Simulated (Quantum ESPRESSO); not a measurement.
# NaF (Fm-3m): a volume series of phonon spectra

Wanted: mode Grüneisen parameters of NaF and a free-energy fit over volumes.

Experimental results on record:
- volume expansion coefficient 95.1 1e-6/K and heat capacity C_P per formula unit 46.9 J/mol/K near room temperature (given in “High-Throughput Prediction of Finite-Temperature Properties using the Quasi-Harmonic Approximation”, 2016, arXiv:1603.06924)
- volume expansion coefficient 102.6 1e-6/K near room temperature (given in “Descriptors for thermal expansion in solids”, 2017, arXiv:1701.03966)

Method: DFT PBEsol, scalar-relativistic, plane waves, GBRV ultrasoft pseudopotentials, in Quantum ESPRESSO 7.5.

### 1. The structure

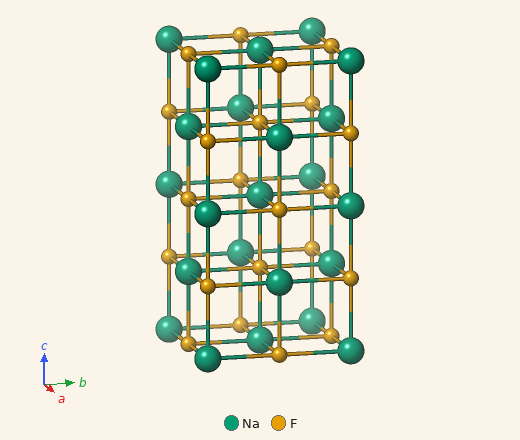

The starting structure, seen slightly off an axis (sodium teal, fluorine orange). 1×1×2 cells are drawn. This picture shows the conventional cell, with its axes. Some periodic images of atoms are drawn too.

### 2. Probe on a coarse mesh

Before spending time, one coarse run tells the gap and the pressure of the starting cell.

The input, probe.in:

```
&CONTROL
  calculation = 'scf'
  prefix      = 'x'
  outdir      = './tmp'
  pseudo_dir  = './pseudo'
  tprnfor     = .true.
  tstress     = .true.
  verbosity   = 'high'
/
&SYSTEM
  ibrav       = 0
  nat         = 2
  ntyp        = 2
  ecutwfc     = 45.0
  ecutrho     = 270.0
  occupations = 'smearing'
  smearing    = 'gaussian'
  degauss     = 0.01
/
&ELECTRONS
  conv_thr         = 1.0d-07
  mixing_beta      = 0.7
  electron_maxstep = 100
/
ATOMIC_SPECIES
 Na     22.9898  Na.upf
 F      18.9984  F.upf
CELL_PARAMETERS angstrom
     0.000000000    2.320000000    2.320000000
     2.320000000    0.000000000    2.320000000
     2.320000000    2.320000000    0.000000000
ATOMIC_POSITIONS crystal
 Na     0.000000000   0.000000000   0.000000000
 F      0.500000000   0.500000000   0.500000000
K_POINTS automatic
 6 6 6 0 0 0
```

Command:

```console
> OMP_NUM_THREADS=1 mpirun -n 4 pw.x -nk 4 -in probe.in > probe.out
```

Output:

```text
Program PWSCF v.7.5

     This program is part of the open-source Quantum ESPRESSO suite
     for quantum simulation of materials; please cite
         "P. Giannozzi et al., J. Phys.:Condens. Matter 21 395502 (2009);
         "P. Giannozzi et al., J. Phys.:Condens. Matter 29 465901 (2017);
         "P. Giannozzi et al., J. Chem. Phys. 152 154105 (2020);
     in publications or presentations arising from this work. More details at

     Message from routine setup:
     using ibrav=0 with symmetry is DISCOURAGED, use correct ibrav instead

     G-vector sticks info
     --------------------
     sticks:   dense  smooth     PW     G-vecs:    dense   smooth      PW
     Sum         721     475    151                12627     6855    1243

     Using Slab Decomposition

     bravais-lattice index     =            0
     lattice parameter (alat)  =       6.2001  a.u.
     unit-cell volume          =     168.5352 (a.u.)^3
     number of atoms/cell      =            2
     number of atomic types    =            2
     number of electrons       =        16.00
     number of Kohn-Sham states=           12
     kinetic-energy cutoff     =      45.0000  Ry
     charge density cutoff     =     270.0000  Ry
     scf convergence threshold =      1.0E-07
     mixing beta               =       0.7000
     number of iterations used =            8  plain     mixing
     Exchange-correlation= SLA  PW   PSX  PSC
                           (   1   4  10   8   0   0   0)

     celldm(1)=   6.200145  celldm(2)=   0.000000  celldm(3)=   0.000000
     celldm(4)=   0.000000  celldm(5)=   0.000000  celldm(6)=   0.000000

     crystal axes: (cart. coord. in units of alat)
               a(1) = (   0.000000   0.707107   0.707107 )
               a(2) = (   0.707107   0.000000   0.707107 )
               a(3) = (   0.707107   0.707107   0.000000 )

     reciprocal axes: (cart. coord. in units 2 pi/alat)
               b(1) = ( -0.707107  0.707107  0.707107 )
               b(2) = (  0.707107 -0.707107  0.707107 )
               b(3) = (  0.707107  0.707107 -0.707107 )

     PseudoPot. # 1 for Na read from file:
     ./pseudo/Na.upf
     Pseudo is Ultrasoft, Zval =  9.0
     Using radial grid of  819 points,  5 beta functions with:
                l(1) =   0
                l(2) =   0
                l(3) =   1
                l(4) =   1
                l(5) =   2
     Q(r) pseudized with  8 coefficients,  rinner =    1.250   1.250   1.250
                                                       1.250   1.250

     PseudoPot. # 2 for F  read from file:
     ./pseudo/F.upf
     Pseudo is Ultrasoft, Zval =  7.0
     Using radial grid of  799 points,  4 beta functions with:
                l(1) =   0
                l(2) =   0
                l(3) =   1
                l(4) =   1
     Q(r) pseudized with  8 coefficients,  rinner =    0.950   0.950   0.950

     atomic species   valence    mass     pseudopotential
     Na                9.00    22.98980     Na( 1.00)
     F                 7.00    18.99840     F ( 1.00)

     48 Sym. Ops., with inversion, found

                                    s                        frac. trans.

      isym =  1     identity

 cryst.   s( 1) = (     1          0          0      )
                  (     0          1          0      )
                  (     0          0          1      )

 cart.    s( 1) = (  1.0000000 -0.0000000  0.0000000 )
                  ( -0.0000000  1.0000000  0.0000000 )
                  ( -0.0000000  0.0000000  1.0000000 )

      isym =  2     180 deg rotation - cart. axis [0,0,1]

 cryst.   s( 2) = (     0          1         -1      )
                  (     1          0         -1      )
                  (     0          0         -1      )

 cart.    s( 2) = ( -1.0000000  0.0000000  0.0000000 )
                  (  0.0000000 -1.0000000  0.0000000 )
                  (  0.0000000 -0.0000000  1.0000000 )

      isym =  3     180 deg rotation - cart. axis [0,1,0]

 cryst.   s( 3) = (     0         -1          1      )
                  (     0         -1          0      )
                  (     1         -1          0      )

 cart.    s( 3) = ( -1.0000000 -0.0000000 -0.0000000 )
                  (  0.0000000  1.0000000 -0.0000000 )
                  (  0.0000000  0.0000000 -1.0000000 )

      isym =  4     180 deg rotation - cart. axis [1,0,0]

 cryst.   s( 4) = (    -1          0          0      )
                  (    -1          0          1      )
                  (    -1          1          0      )

 cart.    s( 4) = (  1.0000000  0.0000000 -0.0000000 )
                  ( -0.0000000 -1.0000000 -0.0000000 )
                  ( -0.0000000 -0.0000000 -1.0000000 )

      isym =  5     180 deg rotation - cart. axis [1,1,0]

 cryst.   s( 5) = (    -1          0          1      )
[...]
cart.    s( 5) = ( -0.0000000  1.0000000 -0.0000000 )
[...]
isym =  6     180 deg rotation - cart. axis [1,-1,0]

 cryst.   s( 6) = (     0         -1          0      )
[...]
cart.    s( 6) = (  0.0000000 -1.0000000 -0.0000000 )
[...]
isym =  7      90 deg rotation - cart. axis [0,0,-1]

 cryst.   s( 7) = (     0          1          0      )
[...]
cart.    s( 7) = (  0.0000000  1.0000000  0.0000000 )
[...]
isym =  8      90 deg rotation - cart. axis [0,0,1]

 cryst.   s( 8) = (     1          0         -1      )
[...]
cart.    s( 8) = ( -0.0000000 -1.0000000  0.0000000 )
[...]
isym =  9     180 deg rotation - cart. axis [1,0,1]

 cryst.   s( 9) = (    -1          1          0      )
[...]
cart.    s( 9) = (  0.0000000  0.0000000  1.0000000 )
[...]
isym = 10     180 deg rotation - cart. axis [-1,0,1]

 cryst.   s(10) = (     0          0         -1      )
[...]
cart.    s(10) = ( -0.0000000  0.0000000 -1.0000000 )
[...]
isym = 11      90 deg rotation - cart. axis [0,1,0]

 cryst.   s(11) = (     0          0          1      )
[...]
cart.    s(11) = ( -0.0000000 -0.0000000  1.0000000 )
[...]
isym = 12      90 deg rotation - cart. axis [0,-1,0]

 cryst.   s(12) = (     1         -1          0      )
[...]
cart.    s(12) = (  0.0000000 -0.0000000 -1.0000000 )
[...]
isym = 13     180 deg rotation - cart. axis [0,1,1]

 cryst.   s(13) = (     1          0          0      )
[...]
11.2579  12.9747  20.6461  20.6461

     occupation numbers
     1.0000   1.0000   1.0000   1.0000   1.0000   1.0000   1.0000   1.0000
     0.0000   0.0000   0.0000   0.0000

          k = 0.2357 0.0000-0.0000 (   869 PWs)   bands (ev):

   -46.1152 -18.6600 -18.1737 -18.1737 -17.8215   0.1231   0.5636   0.5636
     8.0266  16.7676  19.7012  19.7012

     occupation numbers
     1.0000   1.0000   1.0000   1.0000   1.0000   1.0000   1.0000   1.0000
     0.0000   0.0000   0.0000   0.0000

          k = 0.3536 0.1179-0.1179 (   857 PWs)   bands (ev):

   -46.1097 -18.8004 -18.1835 -18.1824 -17.6354  -0.3950   0.4045   0.4469
     9.6369  14.9947  19.4221  20.0546

     occupation numbers
     1.0000   1.0000   1.0000   1.0000   1.0000   1.0000   1.0000   1.0000
     0.0000   0.0000   0.0000   0.0000

          k =-0.2357-0.4714 0.4714 (   850 PWs)   bands (ev):

   -46.1052 -18.9051 -18.1979 -18.1831 -17.4880  -0.7393   0.2191   0.3752
    11.5903  13.3579  18.4928  20.4240

     occupation numbers
     1.0000   1.0000   1.0000   1.0000   1.0000   1.0000   1.0000   1.0000
     0.0000   0.0000   0.0000   0.0000

          k =-0.1179-0.3536 0.3536 (   858 PWs)   bands (ev):

   -46.1063 -18.9063 -18.2058 -18.1730 -17.4891  -0.6602   0.2075   0.4178
    10.9574  13.9413  18.3333  20.9226

     occupation numbers
     1.0000   1.0000   1.0000   1.0000   1.0000   1.0000   1.0000   1.0000
     0.0000   0.0000   0.0000   0.0000

          k = 0.0000-0.2357 0.2357 (   857 PWs)   bands (ev):

[...]
occupation numbers
[...]
k = 0.4714 0.0000-0.0000 (   866 PWs)   bands (ev):

[...]
occupation numbers
[...]
k =-0.1179-0.5893 0.5893 (   853 PWs)   bands (ev):

[...]
occupation numbers
[...]
k =-0.0000-0.4714 0.4714 (   866 PWs)   bands (ev):

[...]
occupation numbers
[...]
k =-0.7071 0.0000 0.0000 (   846 PWs)   bands (ev):

   -46.1021 -18.3023 -18.2141 -18.2141 -18.1268  -0.6259   0.2636   0.2636
    13.6267  13.7512  14.1679  20.2807

     occupation numbers
     1.0000   1.0000   1.0000   1.0000   1.0000   1.0000   1.0000   1.0000
     0.0000   0.0000   0.0000   0.0000

          k =-0.2357-0.4714 0.7071 (   857 PWs)   bands (ev):

   -46.1053 -18.7746 -18.2202 -18.1940 -17.6134  -0.5165   0.1401   0.3330
    11.2858  14.2193  17.5406  19.2806

     occupation numbers
     1.0000   1.0000   1.0000   1.0000   1.0000   1.0000   1.0000   1.0000
     0.0000   0.0000   0.0000   0.0000

          k =-0.1179-0.3536 0.5893 (   852 PWs)   bands (ev):

   -46.1031 -18.7538 -18.2368 -18.2126 -17.5995  -0.4773  -0.0688   0.2546
    12.8776  13.3961  16.7150  18.5144

     occupation numbers
     1.0000   1.0000   1.0000   1.0000   1.0000   1.0000   1.0000   1.0000
     0.0000   0.0000   0.0000   0.0000

          k =-0.7071 0.2357 0.0000 (   858 PWs)   bands (ev):

   -46.1021 -18.5614 -18.2800 -18.2359 -17.7531  -0.4281   0.0140   0.1364
    13.6553  13.7173  15.1535  18.2419

     occupation numbers
     1.0000   1.0000   1.0000   1.0000   1.0000   1.0000   1.0000   1.0000
     0.0000   0.0000   0.0000   0.0000

     the Fermi energy is     5.6592 ev

!    total energy              =    -143.91550380 Ry
     estimated scf accuracy    <          8.5E-10 Ry
     smearing contrib. (-TS)   =      -0.00000000 Ry
     internal energy E=F+TS    =    -143.91550380 Ry

     The total energy is F=E-TS. E is the sum of the following terms:
     one-electron contribution =     -86.85264470 Ry
     hartree contribution      =      50.02833554 Ry
     xc contribution           =     -23.45628600 Ry
     ewald contribution        =     -83.63490864 Ry

     convergence has been achieved in   7 iterations

     Forces acting on atoms (cartesian axes, Ry/au):

     atom    1 type  1   force =    -0.00000000   -0.00000000    0.00000000
     atom    2 type  2   force =    -0.00000000   -0.00000000    0.00000000
     The non-local contrib.  to forces
     atom    1 type  1   force =    -0.00000000   -0.00000000   -0.00000000
     atom    2 type  2   force =    -0.00000000    0.00000000    0.00000000
     The ionic contribution  to forces
     atom    1 type  1   force =    -0.00000000   -0.00000000   -0.00000000
     atom    2 type  2   force =    -0.00000000    0.00000000   -0.00000000
     The local contribution  to forces
     atom    1 type  1   force =    -0.00000000   -0.00000000   -0.00000000
     atom    2 type  2   force =     0.00000000    0.00000000    0.00000000
     The core correction contribution to forces
     atom    1 type  1   force =     0.00000000    0.00000000    0.00000000
     atom    2 type  2   force =     0.00000000    0.00000000    0.00000000
     The Hubbard contrib.    to forces
     atom    1 type  1   force =     0.00000000    0.00000000    0.00000000
     atom    2 type  2   force =     0.00000000    0.00000000    0.00000000
     The SCF correction term to forces
     atom    1 type  1   force =     0.00000000   -0.00000000   -0.00000000
     atom    2 type  2   force =     0.00000000   -0.00000000    0.00000000

     Total force =     0.000000     Total SCF correction =     0.000000

     Computing stress (Cartesian axis) and pressure

          total   stress  (Ry/bohr**3)                   (kbar)     P=        1.76
   0.00001197  -0.00000000  -0.00000000            1.76       -0.00       -0.00
  -0.00000000   0.00001197   0.00000000           -0.00        1.76        0.00
  -0.00000000   0.00000000   0.00001197           -0.00        0.00        1.76

     kinetic stress (kbar)  20393.61     -0.00     -0.00
                               -0.00  20393.61     -0.00
                               -0.00     -0.00  20393.61

     local   stress (kbar)  30207.03      0.00     -0.00
                                0.00  30207.03      0.00
                               -0.00      0.00  30207.03

     nonloc. stress (kbar) -34325.38     -0.00     -0.00
                               -0.00 -34325.38     -0.00
                               -0.00     -0.00 -34325.38

     hartree stress (kbar)  14555.66      0.00      0.00
                                0.00  14555.66      0.00
                                0.00      0.00  14555.66

     exc-cor stress (kbar)  -6495.72      0.00     -0.00
                                0.00  -6495.72      0.00
                               -0.00      0.00  -6495.72

     corecor stress (kbar)      0.00      0.00      0.00
                                0.00      0.00      0.00
                                0.00      0.00      0.00

     ewald   stress (kbar) -24333.44      0.00      0.00
                                0.00 -24333.44      0.00
                                0.00      0.00 -24333.44

     hubbard stress (kbar)      0.00      0.00      0.00
                                0.00      0.00      0.00
                                0.00      0.00      0.00

     DFT-D   stress (kbar)      0.00      0.00      0.00
[...]
XDM     stress (kbar)      0.00      0.00      0.00
[...]
dft-nl  stress (kbar)      0.00      0.00      0.00
                                0.00      0.00      0.00
                                0.00      0.00      0.00

     TS-vdW  stress (kbar)      0.00      0.00      0.00
                                0.00      0.00      0.00
                                0.00      0.00      0.00

     MDB     stress (kbar)      0.00      0.00      0.00
                                0.00      0.00      0.00
                                0.00      0.00      0.00

     3D-RISM stress (kbar)      0.00      0.00      0.00
                                0.00      0.00      0.00
                                0.00      0.00      0.00

     Writing all to output data dir ./tmp/x.save/ :
     XML data file, charge density, pseudopotentials, collected wavefunctions

   JOB DONE.
```

Elapsed: 2.5 s, on 4 MPI ranks of Arm Neoverse N1, shared host; 9.4 s of CPU time.

A gap read on the k-mesh alone can miss the band edges.

This step gave:

```
volume per atom   : 12.49 Å³
pressure          : 0.1760 GPa
gap on the k-mesh : 6.135 eV
```

The start is under 0.18 GPa at this level and looks like an insulator or semiconductor on this mesh.

(Part 1 of 8 ends here.)

[Logs are printed without paths, hosts, clocks, repeated set-up lines and the standing remarks that a program may print on its own settings, such as how far it seeks lower states.]

[Hosts, paths, dates, database ids (printed as entryN), source tags and the programs' standing remarks are cut or masked in the printed files.]

[A step with changed settings may run another functional than the one named; its input shows which.]

[Of the runs on displaced cells, only some may be shown.]
